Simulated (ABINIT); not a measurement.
**KBr (Fm-3m): least direct gap against volume**

The cell of KBr (Fm-3m) is scaled evenly and the response computed anew at each volume, on one mesh.

It takes space group Fm-3m (No. 225, cubic). Conventional cell: a = 6.600 Å, b = 6.600 Å, c = 6.600 Å, α = 90.00°, β = 90.00°, γ = 90.00°. Br on site b has 6 K at 3.30 Å as nearest neighbours. Around K on site a lie 6 Br at 3.30 Å.

Method: ABINIT 10.8.3, PBE, independent particles, k-mesh 9×9×9, Lorentzian half width 0.04 eV.

Launch of the response step: `optic optic.abi`. The series took 3.8 min in all, its band step included, on 4 threads of Arm Neoverse V2, with other jobs on the host.

| V/V₀ | V (Å³, primitive cell) | least direct gap (eV) |
| --- | --- | --- |
| 0.94 | 67.56 | 4.609 |
| 0.97 | 69.72 | ? |
| 1.00 | 71.87 | 4.436 |
| 1.03 | 74.03 | 4.358 |
| 1.06 | 76.19 | 4.285 |

For small changes the quantity should be close to linear in ln V.

Working, on the rows shown:

| x = ln(V/V₀) | y = least direct gap |
| --- | --- |
| -0.0618754 | 4.609 |
| 0 | 4.436 |
| 0.0295588 | 4.358 |
| 0.0582689 | 4.285 |

Means: x̄ = 0.0064881, ȳ = 4.422. Σ(x − x̄)(y − ȳ) = -0.02145, Σ(x − x̄)² = 0.007929. Slope = -0.02145 / 0.007929 = -2.705; intercept = ȳ − slope · x̄ = 4.4395. The line misses the rows shown by at most 0.0035 eV.

Problem. What does the fit predict for the withheld row, and how well does it do?

Solution. At x = -0.030459 the line gives y = 4.5219 eV. The run gave 4.519 eV, so the interpolation is off by 0.0029 eV, 0.9 % of the range in the table.

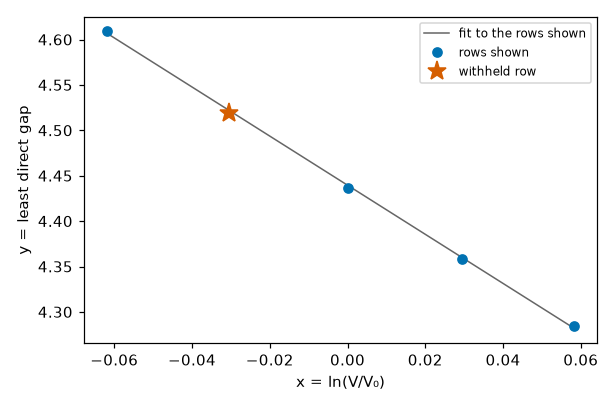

Between the rows on either side of x = 0 the slope is (4.358 − 4.519) / (0.029559 − (-0.030459)) = -2.683. That is a volume deformation potential of -2.7 eV: the least direct gap on this mesh widens by 27 meV for each per cent of compression. PBE gaps are as a rule too small. Spin-orbit coupling is left out.
